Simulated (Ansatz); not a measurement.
System: AlN, space group P6_3/mmc (No. 194), 4 atoms in the cell.

```
Al N
1.0
     3.31212    0.00000    0.00000
    -1.65606    2.86838    0.00000
     0.00000    0.00000    4.18756
Al N
2 2
Direct
  0.66667 0.33333 0.25000
  0.33333 0.66667 0.75000
  0.66667 0.33333 0.75000
  0.33333 0.66667 0.25000
```

Computed with Ansatz: r2SCAN, Ansatz PAW, no spin polarisation, no spin-orbit coupling, 9×9×7 k mesh, 500 eV cutoff.

What does the calculation give for the electronic structure? The path is Γ–M–K–Γ–A–L–H–A|L–M|K–H.

The material is gapped. The gap along this path is 3.83 eV and direct: both edges lie at Γ. The top valence level at Γ is a single band, not degenerate (spin aside). The top valence band spans 2.9 eV and the lowest conduction band 3.7 eV. The direct gaps are 7.50 eV at L, 8.41 eV at K and 8.89 eV at A.

The PAW data sets were made with another functional. LDA, GGA and most meta-GGA functionals understate gaps. The cell is at −5 GPa in this functional. The usual form of AlN is wurtzite.

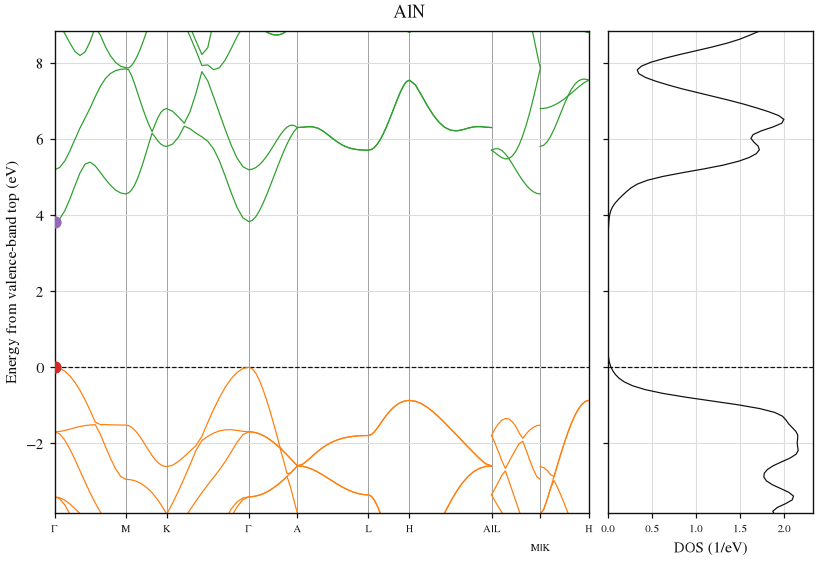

Band structure and density of states. Energies are counted from the top of the valence band. The DOS curve is built from the levels of the k mesh with Gaussians 0.55 eV wide, which also blur the band edges; ripples of that width can come from the mesh.
